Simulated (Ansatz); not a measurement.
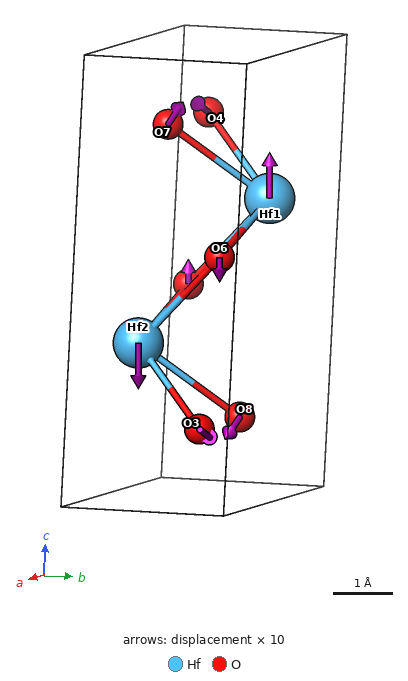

A relaxation of solid HfO3 (a generated structure, set up in P2_1/m) (coarse preliminary run). The starting structure is drawn; purple arrows show the displacements (the part carried along by the change of the cell is left out), 10 times their true length.

The picture is a ball-and-stick view of the cell of the calculation, seen slightly off an axis.

Case: S → O on all its sites, cell and atoms relaxed.

Method: DFT r2SCAN, scalar-relativistic, plane waves, PAW in Ansatz 0.2.0. Settings: plane-wave cutoff 500 eV; k-point mesh 6 × 6 × 4; occupations gaussian; smearing width 0.1 eV; no spin polarisation; cell and atoms relaxed; force threshold 0.05 eV/Å; at most 60 steps.

**Describe the change and its energy.**

The largest moves relative to the cell, 0.081 Å, are those of Hf atoms. Largest moves by element: Hf 0.081 Å, O 0.075 Å. Cell: a 4.309 → 4.026 Å (−6.6 %), b 3.024 → 3.230 Å (+6.8 %), c 7.731 → 7.215 Å (−6.7 %). Volume −6.9 %. Some distances before and after: O–O 1.741 → 1.492 Å, Hf–Hf 3.024 → 3.230 Å, Hf–O 2.284 → 2.179 Å, Hf–O 2.177 → 2.126 Å. Bond angles that change, for instance: Hf–O–Hf 88.0° → 98.9°, Hf–O–Hf 88.5° → 94.8°, Hf–O–Hf 141.1° → 135.0°. The space group stays P2_1/m (No. 11). After 4 accepted moves (5 points after the start) the energy has fallen by 221 meV per atom. Largest force component: 3.5 eV/Å at the start, 0.033 eV/Å at the end. The pressure goes from −11.80 to 0.05 GPa. At 1 point the geometry stayed and the basis and grid were re-selected for the new cell (energy shift of 0.8 meV per atom at most each time).

Limits of the set-up: layers or molecules are held without a dispersion correction, so their spacing is unreliable.
